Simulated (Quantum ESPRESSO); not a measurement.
## ZnS: band-structure run (part 1 of 2)

The run: band-structure run of ZnS (P6₃mc, 8 atoms in the cell). Method and program: Kohn-Sham DFT of a periodic cell, PBE, SSSP 1.3 efficiency PBE, no spin polarisation (Quantum ESPRESSO 7.5).

The structure derives from an entry of the Crystallography Open Database.

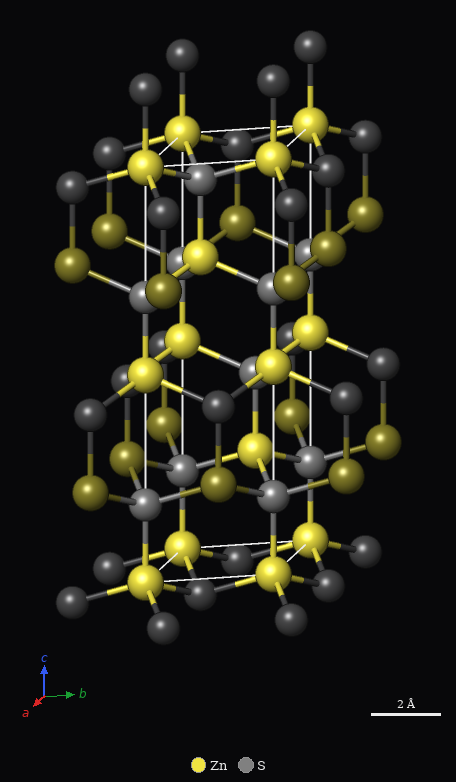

**Figure 1.** The structure as given in the input (ball-and-stick view of the cell of the calculation, seen slightly off an axis; neighbours outside the cell are drawn fainter). Near neighbours in the crystal (not all of them lie inside the picture): Zn has 4 S at 2.34 to 2.35 Å; S has 4 Zn at 2.34 to 2.35 Å.

Input
```
&CONTROL
  calculation = 'scf'
  prefix = 'pwscf'
  outdir = './tmp'
  pseudo_dir = './pseudo'
  tprnfor = .true.
  tstress = .true.
  disk_io = 'low'
/
&SYSTEM
  ibrav = 0
  nat = 8
  ntyp = 2
  ecutwfc = 55
  ecutrho = 440
  nbnd = 67
  occupations = 'smearing'
  smearing = 'fd'
  degauss = 0.00367493
/
&ELECTRONS
  conv_thr = 1.6d-09
  electron_maxstep = 120
  mixing_beta = 0.5
/
ATOMIC_SPECIES
Zn    65.3800 Zn_pbe_v1.uspp.F.UPF
S     32.0600 s_pbe_v1.4.uspp.F.UPF
CELL_PARAMETERS angstrom
   3.8227000000    0.0000000000    0.0000000000
  -1.9113500000    3.3105553110    0.0000000000
   0.0000000000    0.0000000000   12.5200000000
ATOMIC_POSITIONS angstrom
Zn     1.9113500002    1.1035184369    9.3900000000
Zn    -0.0000000002    2.2070368741    3.1300000000
Zn     0.0000000000    0.0000000000    6.2600000000
Zn     0.0000000000    0.0000000000    0.0000000000
S      1.9113500002    1.1035184369   11.7375000000
S     -0.0000000002    2.2070368741    5.4775000000
S      0.0000000000    0.0000000000    8.6075000000
S      0.0000000000    0.0000000000    2.3475000000
K_POINTS automatic
8 8 3 0 0 0
```

File bands.in
```
&CONTROL
  calculation = 'bands'
  prefix = 'pwscf'
  outdir = './tmp'
  pseudo_dir = './pseudo'
  disk_io = 'low'
  verbosity = 'high'
/
&SYSTEM
  ibrav = 0
  nat = 8
  ntyp = 2
  ecutwfc = 55
  ecutrho = 440
  nbnd = 67
  occupations = 'smearing'
  smearing = 'fd'
  degauss = 0.00367493
/
&ELECTRONS
  conv_thr = 1d-08
  electron_maxstep = 120
  mixing_beta = 0.5
  diago_full_acc = .true.
/
ATOMIC_SPECIES
Zn    65.3800 Zn_pbe_v1.uspp.F.UPF
S     32.0600 s_pbe_v1.4.uspp.F.UPF
CELL_PARAMETERS angstrom
   3.8227000000    0.0000000000    0.0000000000
  -1.9113500000    3.3105553110    0.0000000000
   0.0000000000    0.0000000000   12.5200000000
ATOMIC_POSITIONS angstrom
Zn     1.9113500002    1.1035184369    9.3900000000
Zn    -0.0000000002    2.2070368741    3.1300000000
Zn     0.0000000000    0.0000000000    6.2600000000
Zn     0.0000000000    0.0000000000    0.0000000000
S      1.9113500002    1.1035184369   11.7375000000
S     -0.0000000002    2.2070368741    5.4775000000
S      0.0000000000    0.0000000000    8.6075000000
S      0.0000000000    0.0000000000    2.3475000000
K_POINTS crystal
60
 0.0000000000  0.0000000000  0.0000000000 1
 0.0555555556  0.0000000000  0.0000000000 1
 0.1111111111  0.0000000000  0.0000000000 1
 0.1666666667  0.0000000000  0.0000000000 1
 0.2222222222  0.0000000000  0.0000000000 1
 0.2777777778  0.0000000000  0.0000000000 1
 0.3333333333  0.0000000000  0.0000000000 1
 0.3888888889  0.0000000000  0.0000000000 1
 0.4444444444  0.0000000000  0.0000000000 1
 0.5000000000  0.0000000000  0.0000000000 1
 0.4666666667  0.0666666667  0.0000000000 1
 0.4333333333  0.1333333333  0.0000000000 1
 0.4000000000  0.2000000000  0.0000000000 1
 0.3666666667  0.2666666667  0.0000000000 1
 0.3333333333  0.3333333333  0.0000000000 1
 0.3000000000  0.3000000000  0.0000000000 1
 0.2666666667  0.2666666667  0.0000000000 1
 0.2333333333  0.2333333333  0.0000000000 1
 0.2000000000  0.2000000000  0.0000000000 1
 0.1666666667  0.1666666667  0.0000000000 1
 0.1333333333  0.1333333333  0.0000000000 1
 0.1000000000  0.1000000000  0.0000000000 1
 0.0666666667  0.0666666667  0.0000000000 1
 0.0333333333  0.0333333333  0.0000000000 1
 0.0000000000  0.0000000000  0.0000000000 1
 0.0000000000  0.0000000000  0.2500000000 1
 0.0000000000  0.0000000000  0.5000000000 1
 0.0555555556  0.0000000000  0.5000000000 1
 0.1111111111  0.0000000000  0.5000000000 1
 0.1666666667  0.0000000000  0.5000000000 1
 0.2222222222  0.0000000000  0.5000000000 1
 0.2777777778  0.0000000000  0.5000000000 1
 0.3333333333  0.0000000000  0.5000000000 1
 0.3888888889  0.0000000000  0.5000000000 1
 0.4444444444  0.0000000000  0.5000000000 1
 0.5000000000  0.0000000000  0.5000000000 1
 0.4666666667  0.0666666667  0.5000000000 1
 0.4333333333  0.1333333333  0.5000000000 1
 0.4000000000  0.2000000000  0.5000000000 1
 0.3666666667  0.2666666667  0.5000000000 1
 0.3333333333  0.3333333333  0.5000000000 1
 0.3076923077  0.3076923077  0.5000000000 1
 0.2820512821  0.2820512821  0.5000000000 1
 0.2564102564  0.2564102564  0.5000000000 1
 0.2307692308  0.2307692308  0.5000000000 1
 0.2051282051  0.2051282051  0.5000000000 1
 0.1794871795  0.1794871795  0.5000000000 1
 0.1538461538  0.1538461538  0.5000000000 1
 0.1282051282  0.1282051282  0.5000000000 1
 0.1025641026  0.1025641026  0.5000000000 1
 0.0769230769  0.0769230769  0.5000000000 1
 0.0512820513  0.0512820513  0.5000000000 1
 0.0256410256  0.0256410256  0.5000000000 1
 0.0000000000  0.0000000000  0.5000000000 1
 0.5000000000  0.0000000000  0.5000000000 1
 0.5000000000  0.0000000000  0.2500000000 1
 0.5000000000  0.0000000000  0.0000000000 1
 0.3333333333  0.3333333333  0.0000000000 1
 0.3333333333  0.3333333333  0.2500000000 1
 0.3333333333  0.3333333333  0.5000000000 1
```

Launch command:
```bash
OMP_NUM_THREADS=1 mpirun -n 2 pw.x -nk 2 -in pw.in > pw.out
OMP_NUM_THREADS=1 mpirun -n 2 pw.x -nk 2 -in bands.in > bands.out
```

What the program printed
```
This program is part of the open-source Quantum ESPRESSO suite
     for quantum simulation of materials; please cite
         "P. Giannozzi et al., J. Phys.:Condens. Matter 21 395502 (2009);
         "P. Giannozzi et al., J. Phys.:Condens. Matter 29 465901 (2017);
         "P. Giannozzi et al., J. Chem. Phys. 152 154105 (2020);
          URL
     in publications or presentations arising from this work. More details at

     Message from routine setup:
     using ibrav=0 with symmetry is DISCOURAGED, use correct ibrav instead

     K-points division:     npool     =       2
     Subspace diagonalization in iterative solution of the eigenvalue problem:
     a serial algorithm will be used

     G-vector sticks info
     --------------------
     sticks:   dense  smooth     PW     G-vecs:    dense   smooth      PW
     Sum        1585     793    223               166561    58815    9115

     Using Slab Decomposition

     bravais-lattice index     =            0
     lattice parameter (alat)  =       7.2239  a.u.
     unit-cell volume          =    1069.2321 (a.u.)^3
     number of atoms/cell      =            8
     number of atomic types    =            2
     number of electrons       =       104.00
     number of Kohn-Sham states=           67
     kinetic-energy cutoff     =      55.0000  Ry
     charge density cutoff     =     440.0000  Ry
     scf convergence threshold =      1.6E-09
     mixing beta               =       0.5000
     number of iterations used =            8  plain     mixing
     Exchange-correlation=  SLA  PW   PBX  PBC
                           (   1   4   3   4   0   0   0)

     celldm(1)=   7.223856  celldm(2)=   0.000000  celldm(3)=   0.000000
     celldm(4)=   0.000000  celldm(5)=   0.000000  celldm(6)=   0.000000

     crystal axes: (cart. coord. in units of alat)
               a(1) = (   1.000000   0.000000   0.000000 )
               a(2) = (  -0.500000   0.866025   0.000000 )
               a(3) = (   0.000000   0.000000   3.275172 )

     reciprocal axes: (cart. coord. in units 2 pi/alat)
               b(1) = (  1.000000  0.577350 -0.000000 )
               b(2) = (  0.000000  1.154701  0.000000 )
               b(3) = (  0.000000 -0.000000  0.305327 )

     PseudoPot. # 1 for Zn read from file:
     Zn_pbe_v1.uspp.F.UPF
     Pseudo is Ultrasoft, Zval = 20.0
     Generated by new atomic code, or converted to UPF format
     Using radial grid of  943 points,  6 beta functions with:
                l(1) =   0
                l(2) =   0
                l(3) =   1
                l(4) =   1
                l(5) =   2
                l(6) =   2
     Q(r) pseudized with  8 coefficients,  rinner =    1.100   1.100   1.100
                                                       1.100   1.100

     PseudoPot. # 2 for S  read from file:
     s_pbe_v1.4.uspp.F.UPF
     Pseudo is Ultrasoft + core correction, Zval =  6.0
     Generated by new atomic code, or converted to UPF format
     Using radial grid of  907 points,  6 beta functions with:
                l(1) =   0
                l(2) =   0
                l(3) =   1
                l(4) =   1
                l(5) =   2
                l(6) =   2
     Q(r) pseudized with  8 coefficients,  rinner =    1.300   1.300   1.300
                                                       1.300   1.300

     atomic species   valence    mass     pseudopotential
     Zn               20.00    65.38000     Zn( 1.00)
     S                 6.00    32.06000     S ( 1.00)

     12 Sym. Ops. (no inversion) found ( 6 have fractional translation)

   Cartesian axes

     site n.     atom                  positions (alat units)
         1        Zn     tau(   1) = (   0.5000000   0.2886751   2.4563790  )
         2        Zn     tau(   2) = (  -0.0000000   0.5773503   0.8187930  )
         3        Zn     tau(   3) = (   0.0000000   0.0000000   1.6375860  )
         4        Zn     tau(   4) = (   0.0000000   0.0000000   0.0000000  )
         5        S      tau(   5) = (   0.5000000   0.2886751   3.0704737  )
         6        S      tau(   6) = (  -0.0000000   0.5773503   1.4328877  )
         7        S      tau(   7) = (   0.0000000   0.0000000   2.2516807  )
         8        S      tau(   8) = (   0.0000000   0.0000000   0.6140947  )

     number of k points=    20  Fermi-Dirac smearing, width (Ry)=  0.0037
                       cart. coord. in units 2pi/alat
        k(    1) = (   0.0000000   0.0000000   0.0000000), wk =   0.0104167
        k(    2) = (   0.0000000   0.0000000   0.1017758), wk =   0.0208333
        k(    3) = (   0.0000000   0.1443376   0.0000000), wk =   0.0625000
        k(    4) = (   0.0000000   0.1443376   0.1017758), wk =   0.1250000
        k(    5) = (   0.0000000   0.2886751   0.0000000), wk =   0.0625000
        k(    6) = (   0.0000000   0.2886751   0.1017758), wk =   0.1250000
        k(    7) = (   0.0000000   0.4330127   0.0000000), wk =   0.0625000
        k(    8) = (   0.0000000   0.4330127   0.1017758), wk =   0.1250000
        k(    9) = (   0.0000000  -0.5773503   0.0000000), wk =   0.0312500
        k(   10) = (   0.0000000  -0.5773503   0.1017758), wk =   0.0625000
        k(   11) = (   0.1250000   0.2165064   0.0000000), wk =   0.0625000
        k(   12) = (   0.1250000   0.2165064   0.1017758), wk =   0.1250000
        k(   13) = (   0.1250000   0.3608439   0.0000000), wk =   0.1250000
        k(   14) = (   0.1250000   0.3608439   0.1017758), wk =   0.2500000
        k(   15) = (   0.1250000   0.5051815   0.0000000), wk =   0.1250000
        k(   16) = (   0.1250000   0.5051815   0.1017758), wk =   0.2500000
        k(   17) = (   0.2500000   0.4330127   0.0000000), wk =   0.0625000
        k(   18) = (   0.2500000   0.4330127   0.1017758), wk =   0.1250000
        k(   19) = (   0.2500000   0.5773503   0.0000000), wk =   0.0625000
        k(   20) = (   0.2500000   0.5773503   0.1017758), wk =   0.1250000

     Dense  grid:   166561 G-vectors     FFT dimensions: (  50,  50, 160)

     Smooth grid:    58815 G-vectors     FFT dimensions: (  36,  36, 120)

     Initial potential from superposition of free atoms

     starting charge     103.9993, renormalised to     104.0000
     Starting wfcs are   68 randomized atomic wfcs

     Self-consistent Calculation

     iteration #  1     ecut=    55.00 Ry     beta= 0.50
     Davidson diagonalization with overlap
     ethr =  1.00E-02,  avg # of iterations =  4.8

     Threshold (ethr) on eigenvalues was too large:
     Diagonalizing with lowered threshold

     Davidson diagonalization with overlap
     ethr =  4.02E-04,  avg # of iterations =  2.0

     total energy              =   -1942.97045757 Ry
     estimated scf accuracy    <       0.41312330 Ry

     iteration #  2     ecut=    55.00 Ry     beta= 0.50
     Davidson diagonalization with overlap
     ethr =  3.97E-04,  avg # of iterations =  2.0

     total energy              =   -1943.06939887 Ry
     estimated scf accuracy    <       0.09388004 Ry

     iteration #  3     ecut=    55.00 Ry     beta= 0.50
     Davidson diagonalization with overlap
     ethr =  9.03E-05,  avg # of iterations =  3.1

     total energy              =   -1943.08813208 Ry
     estimated scf accuracy    <       0.00692847 Ry

     iteration #  4     ecut=    55.00 Ry     beta= 0.50
     Davidson diagonalization with overlap
     ethr =  6.66E-06,  avg # of iterations =  7.5

     total energy              =   -1943.08860882 Ry
     estimated scf accuracy    <       0.00114530 Ry

     iteration #  5     ecut=    55.00 Ry     beta= 0.50
     Davidson diagonalization with overlap
     ethr =  1.10E-06,  avg # of iterations =  2.6

     total energy              =   -1943.08868603 Ry
     estimated scf accuracy    <       0.00000776 Ry

     iteration #  6     ecut=    55.00 Ry     beta= 0.50
     Davidson diagonalization with overlap
     ethr =  7.46E-09,  avg # of iterations =  6.4

     total energy              =   -1943.08870050 Ry
     estimated scf accuracy    <       0.00000277 Ry

     iteration #  7     ecut=    55.00 Ry     beta= 0.50
     Davidson diagonalization with overlap
     ethr =  2.66E-09,  avg # of iterations =  1.2

     total energy              =   -1943.08870059 Ry
     estimated scf accuracy    <       0.00000028 Ry

     iteration #  8     ecut=    55.00 Ry     beta= 0.50
     Davidson diagonalization with overlap
     ethr =  2.66E-10,  avg # of iterations =  2.3

     total energy              =   -1943.08870066 Ry
     estimated scf accuracy    <       0.00000002 Ry

     iteration #  9     ecut=    55.00 Ry     beta= 0.50
     Davidson diagonalization with overlap
     ethr =  2.32E-11,  avg # of iterations =  3.4

     total energy              =   -1943.08870066 Ry
     estimated scf accuracy    <       0.00000001 Ry

     iteration # 10     ecut=    55.00 Ry     beta= 0.50
     Davidson diagonalization with overlap
     ethr =  1.23E-11,  avg # of iterations =  2.0

     End of self-consistent calculation

          k = 0.0000 0.0000 0.0000 (  7381 PWs)   bands (ev):

  -118.1807-118.1807-118.1719-118.1719 -72.3505 -72.3505 -72.3505 -72.3505
   -72.3497 -72.3497 -72.3418 -72.3418 -72.3414 -72.3414 -72.3414 -72.3414
    -6.4285  -6.0138  -6.0020  -5.5061   0.3833   0.3868   0.3868   0.4151
     0.4252   0.4252   0.4280   0.4486   0.4486   0.4841   0.4841   0.8560
     0.8560   0.8631   0.8631   0.8928   0.8928   0.9085   0.9085   1.0697
     1.4282   3.8596   3.8751   5.8322   5.8322   6.2312   6.2312   6.2488
     6.2488   6.6626   6.7023   6.7023   8.8255   9.8890  10.0799  10.3188
    13.0289  13.0289  13.1439  13.3395  13.3395  13.4777  13.6003  13.8080
    13.8080  13.9727  13.9727

          k = 0.0000 0.0000 0.1018 (  7430 PWs)   bands (ev):

  -118.1807-118.1807-118.1719-118.1719 -72.3505 -72.3505 -72.3505 -72.3505
   -72.3497 -72.3497 -72.3418 -72.3418 -72.3414 -72.3414 -72.3414 -72.3414
    -6.3758  -6.2264  -5.7694  -5.5794   0.3814   0.3849   0.3934   0.3934
     0.4103   0.4103   0.4626   0.4626   0.4782   0.4782   0.5345   0.7742
     0.8579   0.8579   0.8614   0.8614   0.8967   0.8967   0.9046   0.9046
     1.9490   2.8216   4.9995   5.8845   5.8845   6.0307   6.0307   6.0804
     6.4627   6.4627   6.6361   6.6361   9.3125   9.9414   9.9426  10.1270
    12.9961  13.0261  13.1102  13.1102  13.2702  13.2702  13.8236  13.8236
    13.9110  13.9110  14.4957

          k = 0.0000 0.1443 0.0000 (  7403 PWs)   bands (ev):
```
